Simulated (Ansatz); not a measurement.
# Dielectric response of AlN (10-10) films, part 6 of 6

How well do thin wurtzite AlN (10-10) films screen a perpendicular field?

Ansatz 0.2.0; plane-wave DFT, PBE, Ansatz PAW (set soft_1); PAW set soft_1 (the session's first sound run).

So far. Step 28 (The bulk with HSE06, k-mesh 8×8×4): The gap is 5.57 eV. Step 29 (Band edges against the vacuum, levels HSE06): The program warns that the averaged potential varies by 0.07 eV in the slab's middle, which these edges carry as an error.

**30. A changed input: scf.convergence.dr2_threshold = 1e-08**

This step: plane-wave DFT, PBE, Ansatz PAW (set soft_1) (Ansatz 0.2.0).

System of this step: AlN (10-10), 3 units. The cell holds 12 atoms: 6 Al and 6 N. Cell: a = 3.110 Å, b = 4.980 Å, c = 24.284 Å, α = 90.0°, β = 90.0°, γ = 90.0°. It derives from AlN (wurtzite AlN). Vacuum lies along c.

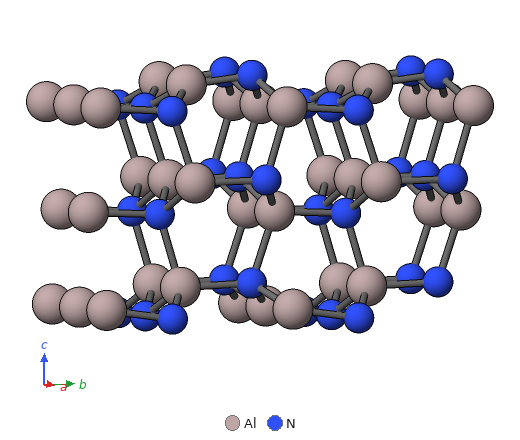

The cell of this step (aluminium light grey, nitrogen blue). 2×2×1 cells are drawn. Some periodic images of atoms are drawn too.

A run with a changed input: it repeats the earlier run at 0.05 V/Å, 3 units with scf.convergence.dr2_threshold from 1e-10 to 1e-08.

File input.yaml:

```yaml
crystal:
  lattice:
    - [3.11, 0.0, 0.0]
    - [0.0, 4.98, 0.0]
    - [0.0, 0.0, 24.2844576801]
  atoms:
    - { symbol: Al, position: [0.0, 0.0242215539, 0.3802438943] }
    - { symbol: "N", position: [0.0, 0.3768407548, 0.3704905111] }
    - { symbol: Al, position: [0.5, 0.4927815103, 0.4027052271] }
    - { symbol: "N", position: [0.5, 0.8744124886, 0.4067071439] }
    - { symbol: Al, position: [0.5, -0.0017281108, 0.4836900743] }
    - { symbol: "N", position: [0.5, 0.379471748, 0.481025989] }
    - { symbol: Al, position: [0.0, 0.4982718942, 0.5163099195] }
    - { symbol: "N", position: [0.0, 0.879471757, 0.5189740186] }
    - { symbol: Al, position: [0.0, -0.0072184794, 0.5972947674] }
    - { symbol: "N", position: [0.0, 0.3744125012, 0.5932928655] }
    - { symbol: Al, position: [0.5, 0.5242215986, 0.6197561016] }
    - { symbol: "N", position: [0.5, 0.8768407835, 0.6295094876] }
kpoints:
  mp_grid: { grid: [8, 6, 1] }
hamiltonian:
  xc: pbe
  pseudopotentials: { kind: paw, azcp: { folder: soft_1 } }
scf:
  occupations: { method: fixed }
  convergence: { dr2_threshold: 1.0e-08 }
efield:
  axis: 3
  dipole_correction: true
  ramp_position: 0.97
  ramp_width: 0.06
  amplitude: 0.05
output:
  write_potential: true
  write_density: true
  volumetric_format: npy
```

Started as:

```sh
$ ansatz run input.yaml --threads 4 --pin off --max-ram 8192MiB --backend cpu --events-out ev --progress --plain --runs-dir out
```

Numbers of over 12 decimals in the logs are rounded to 6 here.

Output:

```text
[...]
Crystal: 12 atoms, lattice volume = 376.113 Å³
Basis set: ecut = 420 eV, 7379 PW (Γ)
Bands: 36, of which v1, the nominal top of the filled ones, is band 24 counted from 1 (23 counted from 0)
Symmetry: 2 space group operations
k-points: 20 of 48 (time reversal used)
[...]
SCF iter   1: F=—  HF=-5558.887275 eV  |F-HF|=—  |Δ(HF+E_count)|=         —  Δρ=1.07e-1  dr2=5.67e1  ethr=3.10e-3  p=0.038 e·Å  D=1.81e-2 V/Å  ΔV_dip=-0.44 eV  dr2_dipole=2.77e-4  V_vac-E_F(+/−)=12.67/12.01 eV  ⟨swp⟩=5.2  Hψ=3261  notcnv=0  defer=197
[...]
SCF iter  12: F=-5541.367893 eV  HF=-5541.367893 eV  |F-HF|=6.70e-10  |Δ(HF+E_count)|=   9.12e-9  Δρ=9.21e-7  dr2=1.63e-9  ethr=2.08e-11  p=0.031 e·Å  D=1.50e-2 V/Å  ΔV_dip=-0.36 eV  dr2_dipole=2.29e-12  V_vac-E_F(+/−)=6.03/5.29 eV  ⟨swp⟩=23.8  Hψ=5202  notcnv=0
SCF 1 converged in 12 iterations: F = -5541.367893 eV  dr2 = 1.63e-9
[...]
SCF converged after 12 iterations
[...]
Free energy (F): -5541.367893 eV
[...]
Internal energy: -5541.367893 eV  (E = F + TS)
E sigma→0 (E₀):  -5541.367893 eV
Fermi energy:    -1.307198 eV
Dipole field:    D = 0.014992 V/Å  (p = 0.031160 e·Å, saw-weighted, corrected)
Work function:   not extracted (applied field tilts the vacuum); planar V_es + V_field profile in the machine report
[...]
--- Band table (eV; the first three rows and the last of 20) ---
  k-point 0: bands = [... 20 lower, -1.7061, -1.6400, -1.5734, -1.3713, 1.2513, 1.8919, 3.8769, 4.1436, ... 8 higher]
  k-point 1: bands = [... 20 lower, -1.7489, -1.6738, -1.6178, -1.4050, 1.5735, 2.0038, 3.7916, 4.1645, ... 8 higher]
  k-point 2: bands = [... 20 lower, -1.8258, -1.7216, -1.6762, -1.4525, 1.9773, 2.1599, 3.6779, 4.1882, ... 8 higher]
  k-point 19: bands = [... 20 lower, -2.4317, -2.3908, -1.3700, -1.3131, 2.7147, 2.7697, 4.0929, 4.1125, ... 8 higher]
```

Wall time 12 s (4 threads of Arm Neoverse V1, shared host); peak memory 0.77 GiB.

Numbers from this step:

* gap on the k-mesh: 2.559 eV
* dipole along the normal: 0.03116 e·Å

```csv
quantity,this run,earlier run,difference
dipole along the normal (e·Å),0.03116,0.03116,-3.4e-6
gap on the k-mesh (eV),2.559,2.559,4.1e-6
```

Nothing in the table moves by 0.01 in its unit (for the dipole 0.5 % and 5e-5 e·Å). The run took 12 SCF cycles against 14.

**31. A changed input**

An input spoilt on purpose, to show how the run answers: it repeats the earlier run at 0.05 V/Å, 3 units with efield.amplitude from 0.05 to 3.0, and scf.max_iter set to 100.

input.yaml, as its differences from that of step 30:

```diff
@@ -25,3 +25,4 @@
   occupations: { method: fixed }
-  convergence: { dr2_threshold: 1.0e-08 }
+  convergence: { dr2_threshold: 1.0e-10 }
+  max_iter: 100
 efield:
@@ -31,3 +32,3 @@
   ramp_width: 0.06
-  amplitude: 0.05
+  amplitude: 3.0
 output:
```

Output:

```text
[...]
Crystal: 12 atoms, lattice volume = 376.113 Å³
Basis set: ecut = 420 eV, 7379 PW (Γ)
Bands: 36, of which v1, the nominal top of the filled ones, is band 24 counted from 1 (23 counted from 0)
Symmetry: 2 space group operations
k-points: 20 of 48 (time reversal used)
[...]
SCF iter   1: F=—  HF=-5563.296489 eV  |F-HF|=—  |Δ(HF+E_count)|=         —  Δρ=1.09e-1  dr2=6.07e1  ethr=3.10e-3  p=2.528 e·Å  D=1.22e0 V/Å  ΔV_dip=-29.53 eV  dr2_dipole=1.52e0  V_vac-E_F(+/−)=31.59/9.10 eV  ⟨swp⟩=6.8  Hψ=4289  notcnv=0  defer=200
[...]
SCF iter  23: F=-5544.310524 eV  HF=-5544.310524 eV  |F-HF|=2.55e-11  |Δ(HF+E_count)|=  6.46e-11  Δρ=5.72e-8  dr2=3.36e-11  ethr=1.00e-12  p=2.106 e·Å  D=1.01e0 V/Å  ΔV_dip=-24.61 eV  dr2_dipole=1.08e-11  V_vac-E_F(+/−)=25.89/-0.93 eV  ⟨swp⟩=32.4  Hψ=7672  notcnv=0
WARN: efield: at this solve's end the planar-averaged density reaches 2.61e-3 e/Å³ inside the ramp window [0.9288, 0.2402] (bound 1e-5 e/Å³); the window's nearer edge stands 3.16 Å from this solve's nearest atom along the axis. Its free energy, forces, stress, dipole, levels and responses can be off, and this figure does not tell by how much. The cell may have no vacuum along `efield.axis`. A short vacuum, a low `basis.ecutwfc` or `basis.ecutrho_ratio` and negative occupations (`scf.occupations.method`) can put density there. See the manual's quickstart, § The vacuum guard
SCF 1 converged in 23 iterations: F = -5544.310524 eV  dr2 = 3.36e-11
[...]
SCF converged after 23 iterations
[...]
Free energy (F): -5544.310524 eV
[...]
Internal energy: -5544.310524 eV  (E = F + TS)
E sigma→0 (E₀):  -5544.310524 eV
Fermi energy:    -1.151382 eV
Dipole field:    D = 1.013221 V/Å  (p = 2.106011 e·Å, saw-weighted, corrected)
Work function:   not extracted (applied field tilts the vacuum); planar V_es + V_field profile in the machine report
[...]
Vacuum region:   at the solve's end the planar-averaged density reaches 2.61e-3 e/Å³ inside the ramp window [0.9288, 0.2402] (bound 1e-5 e/Å³)
[...]
--- Band table (eV; the first three rows and the last of 20) ---
  k-point 0: bands = [... 20 lower, -2.8565, -2.0104, -1.5315, -1.4898, -1.2801, 0.5691, 2.1559, 2.9299, ... 8 higher]
  k-point 1: bands = [... 20 lower, -2.9373, -2.2217, -1.5729, -1.3949, -1.2432, 0.7314, 2.2017, 2.6537, ... 8 higher]
  k-point 2: bands = [... 20 lower, -3.1300, -2.4771, -1.6580, -1.3914, -1.0462, 0.7675, 1.8906, 2.7189, ... 8 higher]
  k-point 19: bands = [... 20 lower, -3.0884, -2.8556, -2.3318, -1.1514, 0.7637, 2.3736, 2.6150, 2.7806, ... 8 higher]
```

It took 19 s on 4 threads; peak memory 0.77 GiB; 72 s of CPU time.

```csv
quantity,this run,earlier run,difference
dipole along the normal (e·Å),2.106,0.03116,2.1
```

The applied field differs between the two, so the dipoles differ in any case.

In so strong a field the program warns of density in the ramp of the sawtooth; these numbers are not the system's.

**32. Results**

```
electronic ε from the thickness series : 4.46
static ε from the thickness series     : 8.93
local electronic ε, middle of 6 units  : 4.50
ionisation energy, levels by PBE       : 5.93 eV
electron affinity, levels by PBE       : 1.73 eV
ionisation energy, levels by HSE06     : 6.85 eV
electron affinity, levels by HSE06     : 1.28 eV
```

What this shows: The films give an electronic ε of 4.46 and a static ε of 8.93. The slope of the series and the field inside the thickest film give 4.46 and 4.50, in agreement. Ions raise ε from 4.46 to 8.93. The static value rests on two thicknesses alone. HSE06 levels deepen the valence edge by 0.91 eV on the same PBE surface dipole. The alignment warns that the averaged potential still varies by 0.07 eV in the slab's middle, which the band edges carry as an error. The in-plane lattice constants are held at typed bulk values. Semilocal functionals tend to overestimate the electronic ε a little.

[Logs are printed without paths, hosts, clocks, repeated set-up lines and the standing remarks that a program may print on its own settings, such as how far it seeks lower states.]

[Hosts, paths, dates, database ids (printed as entryN), source tags and the programs' standing remarks are cut or masked in the printed files.]

[Maps of the electrostatic potential energy from Ansatz leave out the sawtooth potential of an applied field or a dipole correction, so their vacuum need not be flat; planar profiles and work functions include it.]
